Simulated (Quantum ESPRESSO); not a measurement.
**Ti: 7 runs along one coordinate**

System: Ti (Im-3m, 1 atom in the cell).
Method: Kohn-Sham DFT of a periodic cell, AM05, PseudoDojo 0.4.1 SR PBE standard, no spin polarisation (Quantum ESPRESSO 7.5).

The 7 runs differ only in the geometry, by an even scaling of the cell at fixed fractional positions. The structure derives from an entry of the Crystallography Open Database.

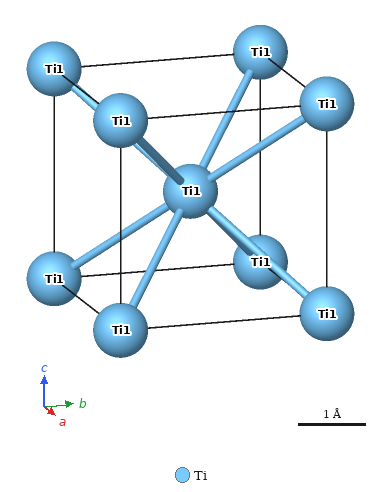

Figure 1. The structure of run 4 (ball-and-stick view of the cell 2 times as large as that of the calculation, set on its symmetry axes, seen slightly off an axis; atoms are numbered from 1 in the order of the input). An atom can appear more than once, as a periodic image.

### Input file of run 4
```
&CONTROL
  calculation = 'scf'
  prefix = 'pwscf'
  outdir = './tmp'
  pseudo_dir = './pseudo'
  tprnfor = .true.
  tstress = .true.
  disk_io = 'low'
/
&SYSTEM
  ibrav = 0
  nat = 1
  ntyp = 1
  ecutwfc = 84
  nbnd = 12
  input_dft = 'XC-000I-000I-120L-135L-000I-000I'
  occupations = 'smearing'
  smearing = 'fd'
  degauss = 0.00367493
/
&ELECTRONS
  conv_thr = 2d-10
  electron_maxstep = 120
  mixing_beta = 0.5
/
ATOMIC_SPECIES
Ti    47.8670 Ti.upf
CELL_PARAMETERS angstrom
  -1.6410000000    1.6410000000    1.6410000000
   1.6410000000   -1.6410000000    1.6410000000
   1.6410000000    1.6410000000   -1.6410000000
ATOMIC_POSITIONS angstrom
Ti     0.0000000000    0.0000000000    0.0000000000
K_POINTS automatic
11 11 11 0 0 0
```

### File bands.in of run 4
```
&CONTROL
  calculation = 'bands'
  prefix = 'pwscf'
  outdir = './tmp'
  pseudo_dir = './pseudo'
  disk_io = 'low'
  verbosity = 'high'
/
&SYSTEM
  ibrav = 0
  nat = 1
  ntyp = 1
  ecutwfc = 84
  nbnd = 12
  input_dft = 'XC-000I-000I-120L-135L-000I-000I'
  occupations = 'smearing'
  smearing = 'fd'
  degauss = 0.00367493
/
&ELECTRONS
  conv_thr = 1d-08
  electron_maxstep = 120
  mixing_beta = 0.5
  diago_full_acc = .true.
/
ATOMIC_SPECIES
Ti    47.8670 Ti.upf
CELL_PARAMETERS angstrom
  -1.6410000000    1.6410000000    1.6410000000
   1.6410000000   -1.6410000000    1.6410000000
   1.6410000000    1.6410000000   -1.6410000000
ATOMIC_POSITIONS angstrom
Ti     0.0000000000    0.0000000000    0.0000000000
K_POINTS crystal
60
 0.0000000000  0.0000000000  0.0000000000 1
 0.0416666667 -0.0416666667  0.0416666667 1
 0.0833333333 -0.0833333333  0.0833333333 1
 0.1250000000 -0.1250000000  0.1250000000 1
 0.1666666667 -0.1666666667  0.1666666667 1
 0.2083333333 -0.2083333333  0.2083333333 1
 0.2500000000 -0.2500000000  0.2500000000 1
 0.2916666667 -0.2916666667  0.2916666667 1
 0.3333333333 -0.3333333333  0.3333333333 1
 0.3750000000 -0.3750000000  0.3750000000 1
 0.4166666667 -0.4166666667  0.4166666667 1
 0.4583333333 -0.4583333333  0.4583333333 1
 0.5000000000 -0.5000000000  0.5000000000 1
 0.4375000000 -0.4375000000  0.5000000000 1
 0.3750000000 -0.3750000000  0.5000000000 1
 0.3125000000 -0.3125000000  0.5000000000 1
 0.2500000000 -0.2500000000  0.5000000000 1
 0.1875000000 -0.1875000000  0.5000000000 1
 0.1250000000 -0.1250000000  0.5000000000 1
 0.0625000000 -0.0625000000  0.5000000000 1
 0.0000000000  0.0000000000  0.5000000000 1
 0.0000000000  0.0000000000  0.4444444444 1
 0.0000000000  0.0000000000  0.3888888889 1
 0.0000000000  0.0000000000  0.3333333333 1
 0.0000000000  0.0000000000  0.2777777778 1
 0.0000000000  0.0000000000  0.2222222222 1
 0.0000000000  0.0000000000  0.1666666667 1
 0.0000000000  0.0000000000  0.1111111111 1
 0.0000000000  0.0000000000  0.0555555556 1
 0.0000000000  0.0000000000  0.0000000000 1
 0.0227272727  0.0227272727  0.0227272727 1
 0.0454545455  0.0454545455  0.0454545455 1
 0.0681818182  0.0681818182  0.0681818182 1
 0.0909090909  0.0909090909  0.0909090909 1
 0.1136363636  0.1136363636  0.1136363636 1
 0.1363636364  0.1363636364  0.1363636364 1
 0.1590909091  0.1590909091  0.1590909091 1
 0.1818181818  0.1818181818  0.1818181818 1
 0.2045454545  0.2045454545  0.2045454545 1
 0.2272727273  0.2272727273  0.2272727273 1
 0.2500000000  0.2500000000  0.2500000000 1
 0.2708333333  0.1875000000  0.2708333333 1
 0.2916666667  0.1250000000  0.2916666667 1
 0.3125000000  0.0625000000  0.3125000000 1
 0.3333333333  0.0000000000  0.3333333333 1
 0.3541666667 -0.0625000000  0.3541666667 1
 0.3750000000 -0.1250000000  0.3750000000 1
 0.3958333333 -0.1875000000  0.3958333333 1
 0.4166666667 -0.2500000000  0.4166666667 1
 0.4375000000 -0.3125000000  0.4375000000 1
 0.4583333333 -0.3750000000  0.4583333333 1
 0.4791666667 -0.4375000000  0.4791666667 1
 0.5000000000 -0.5000000000  0.5000000000 1
 0.2500000000  0.2500000000  0.2500000000 1
 0.2083333333  0.2083333333  0.2916666667 1
 0.1666666667  0.1666666667  0.3333333333 1
 0.1250000000  0.1250000000  0.3750000000 1
 0.0833333333  0.0833333333  0.4166666667 1
 0.0416666667  0.0416666667  0.4583333333 1
 0.0000000000  0.0000000000  0.5000000000 1
```

Command:
```bash
OMP_NUM_THREADS=1 pw.x -in pw.in > pw.out
OMP_NUM_THREADS=1 pw.x -in bands.in > bands.out
```

Run 5 has the same physical settings and fractional positions; its lattice vectors (Å) are:
```
  -1.651868    1.651868    1.651868
   1.651868   -1.651868    1.651868
   1.651868    1.651868   -1.651868
```

### Results, with one run withheld

| run | volume per atom (Å³) | free energy per atom, from the lowest run given (meV) | pressure (GPa) |
| --- | --- | --- | --- |
| 1 | 16.616 | 0.00 | 0.02 |
| 2 | 16.969 | 2.44 | −2.24 |
| 3 | 17.323 | 9.63 | −4.30 |
| 4 | 17.676 | 21.17 | −6.16 |
| 5 | 18.030 | ? | ? |
| 6 | 18.383 | 55.75 | −9.44 |
| 7 | 18.737 | 78.14 | −10.87 |

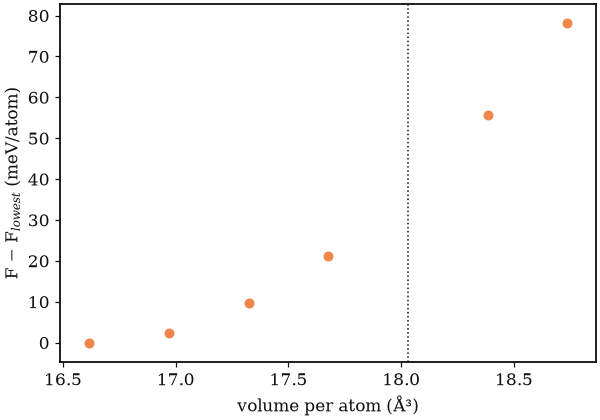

Figure 2. Free energy per atom of the runs given; the dotted line marks run 5.

Fit the runs given and predict run 5.

A cubic polynomial in V^(−2/3) (the Birch–Murnaghan form), fitted to the 6 runs given, misses them by at most 0.01 meV per atom. With x = V^(−2/3) − 0.14784 Å⁻², it reads F = 18.049 − 6375.9 x + 5.6863e+05 x² − 9.6633e+05 x³ (meV per atom). At run 5 it gives 36.68 meV per atom, and the run itself gives 36.66. The slope of the fit gives a pressure −dF/dV of −7.86 GPa there, and the run prints −7.88 GPa. The fit has its minimum at 16.623 Å³ per atom, where V d²F/dV² gives 111 GPa: the bulk modulus at this level, since symmetry fixes the shape and the positions.

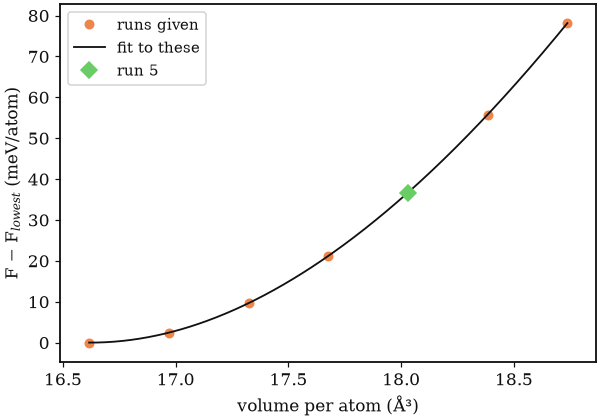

Figure 3. The fit and the withheld run.

### Some lines of the output (run 5)
```
[...]
     unit-cell volume          =     121.6697 (a.u.)^3
     number of k points=    56  Fermi-Dirac smearing, width (Ry)=  0.0037
     total energy              =    -118.42516956 Ry
     total energy              =    -118.44123009 Ry
     total energy              =    -118.44201846 Ry
     total energy              =    -118.44203271 Ry
     total energy              =    -118.44203223 Ry
     total energy              =    -118.44203254 Ry
     total energy              =    -118.44203255 Ry
     the Fermi energy is    12.5112 ev
!    total energy              =    -118.44203255 Ry
     The total energy is F=E-TS. E is the sum of the following terms:
     Computing stress (Cartesian axis) and pressure
          total   stress  (Ry/bohr**3)                   (kbar)     P=      -78.80
```

Notes: Further notes kept with the run: potentials made for another functional. Points of doubt noted for this run: potentials made for another functional.
